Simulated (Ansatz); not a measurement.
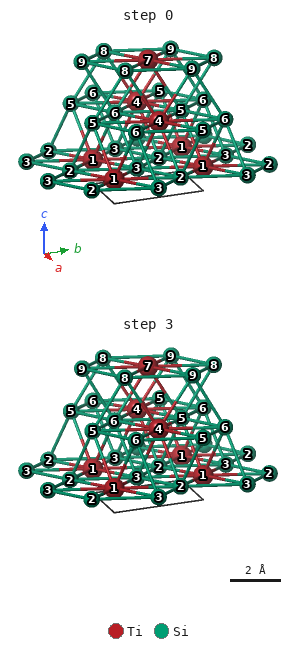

The structure of a slab of composition TiSi2 (cut from the Fddd phase) before (top) and after (bottom) a constrained relaxation, at one scale.

The picture is a ball-and-stick view of the cell of the calculation, outlined in the plane, without the vacuum, seen slightly off an axis.

Case: clean slab, lower half held. The slab is the (0 0 1) face of TiSi2. 3 atoms are held fixed.

The calculation used Ansatz 0.2.0, DFT PBE+D3(BJ), scalar-relativistic, plane waves, PAW. Set-up: plane-wave cutoff 420 eV; k-point mesh 7 × 7 × 1; occupations gaussian; smearing width 0.1 eV; no spin polarisation; dipole correction; atoms relaxed in a fixed cell; force threshold 0.03 eV/Å; at most 70 steps.

Question: What changed between the two?

Answer: The energy falls by 54.6 meV per cell of the calculation in 3 geometry steps. The largest force component goes from 0.48 to 0.014 eV/Å. The atom that moves furthest is Ti7 (0.10 Å along the normal (+c)). By element the largest moves are Ti 0.10 Å, Si 0.09 Å. The cell doesn't change. Near-neighbour distances that change, for instance: Si5–Ti7 2.524 → 2.576 Å, Si8–Si9 2.754 → 2.803 Å, Si2–Ti4 2.524 → 2.571 Å, Si5–Si6 2.657 → 2.612 Å.
